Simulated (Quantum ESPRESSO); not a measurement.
# Energy and gap at +3 % biaxial strain: 2H-WS2, 1 layer

Method. Quantum ESPRESSO 7.5 driven by ASE, PBE, GBRV ultrasoft, ESM (bc1); atomic heights clamped; cell area 8.796 Å² at zero strain.

```
strain (%)  energy (meV a cell)  gap on the mesh (eV)
        −3               122.40                 1.985
      −1.5                30.45                 1.984
         0                 0.00                 1.812
      +1.5                24.44                 1.585
```

**Question.** What are energy and gap at +3 %, and how stiff is the sheet?

**Fit.** About zero, E'' = (30.45 + 24.44 − 2 × 0.00)/1.5² = 24.40 meV per %² and E' = (24.44 − 30.45)/3 = −2.00 meV per %. With E = A K ε², where K = (C11 + C22)/2 + C12 (C11 + C12 for a hexagonal sheet), K = 24.40 × 10/(2 × 8.796) × 16.02 = 222 N/m. The parabola gives E(+3 %) = 0.00 + 3 × (−2.00) + 4.5 × 24.40 = 103.8 meV. Continuing the last slope, the gap is 2 × 1.585 − 1.812 = 1.358 eV.

What the calculation gave: E = 97.9 meV and the gap 1.343 eV. The parabola misses by +5.9 meV, too high, since bonds soften under tension. The gap's line misses by +0.015 eV.

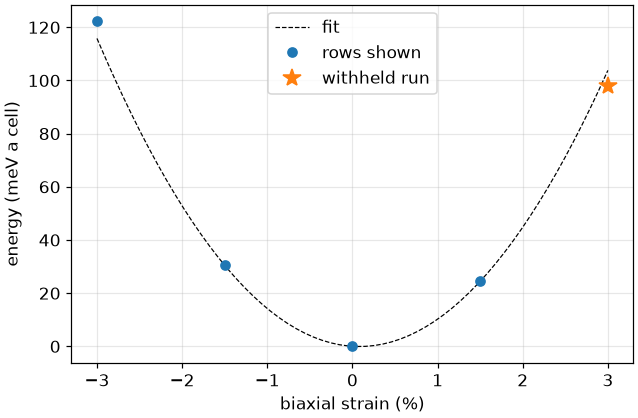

The rows shown, the fit and the withheld run.

Caveats: Clamped heights stiffen sheets with several planes. Semilocal gap, no spin-orbit coupling.

[Logs are printed without paths, hosts, clocks, repeated set-up lines and the standing remarks that a program may print on its own settings, such as how far it seeks lower states.]
